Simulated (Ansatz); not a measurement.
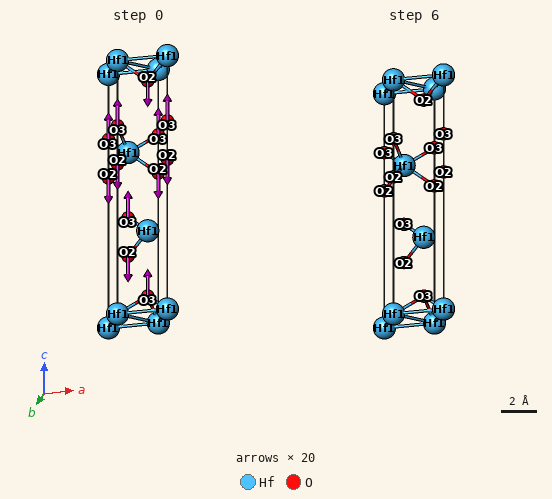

The structure of solid HfO₂ (built on the MoS2-160 type type) before (left) and after (right) a relaxation, at one scale. The purple arrows give the displacements (the part carried along by the change of the cell is left out), magnified 20 times.

A ball-and-stick model of the conventional cell (3 times the calculation's cell), seen from a free direction. Lengths and directions refer to the drawn axes.

Method: DFT, r2SCAN+rVV10, plane waves, PAW (Ansatz 0.2.0).

Input file:
```yaml
crystal:
  lattice:
    - [1.5434843009, 0.8911310766, 5.0943804641]
    - [-1.5434843009, 0.8911310766, 5.0943804641]
    - [0.0, -1.7822621533, 5.0943804641]
  atoms:
    - { symbol: Hf, position: [0.9998501525, 0.9998501525, 0.9998501525] }
    - { symbol: O, position: [0.4087124038, 0.4087124038, 0.4087124038] }
    - { symbol: O, position: [0.2574384437, 0.2574384437, 0.2574384437] }
kpoints:
  mp_grid: { grid: [8, 8, 8] }
hamiltonian:
  xc: r2scan
  dispersion: rvv10
scf:
  occupations: { method: fermi_dirac, width: 0.03 }
relax:
  f_tol: 0.01
  cell: {}
  max_steps: 120
```

Launched with:
```bash
ansatz run input.yaml --threads 2 --pin off --max-ram 2211MiB --backend cpu --events-out ev --progress --plain --runs-dir out
```

**What changed between the two?**

The atom that moves furthest relative to the cell is O3 (0.083 Å along +c). By element the largest moves are O 0.083 Å, Hf 0.003 Å. The volume changes by −7.0 %, with a = b 3.087 → 3.097 Å (+0.3 %), c 15.283 → 14.121 Å (−7.6 %). Near-neighbour distances that change, for instance: Hf1–Hf1 3.087 → 3.097 Å. The space group stays R3m (No. 160). After 5 accepted moves (6 points after the start) the energy has fallen by 23.8 meV per cell of the calculation. The largest force component goes from 0.033 to 0.0019 eV/Å. The pressure goes from −0.28 to 0.03 GPa. The SCF was repeated once at an unchanged geometry on a basis and grid sized afresh for the cell, which shifted the energy by 1.6 meV per cell of the calculation at most. Cost: 51 s on 2 threads of Intel(R) Xeon(R) 6975P-C (Granite Rapids), on a shared host, peak memory 0.61 GiB.
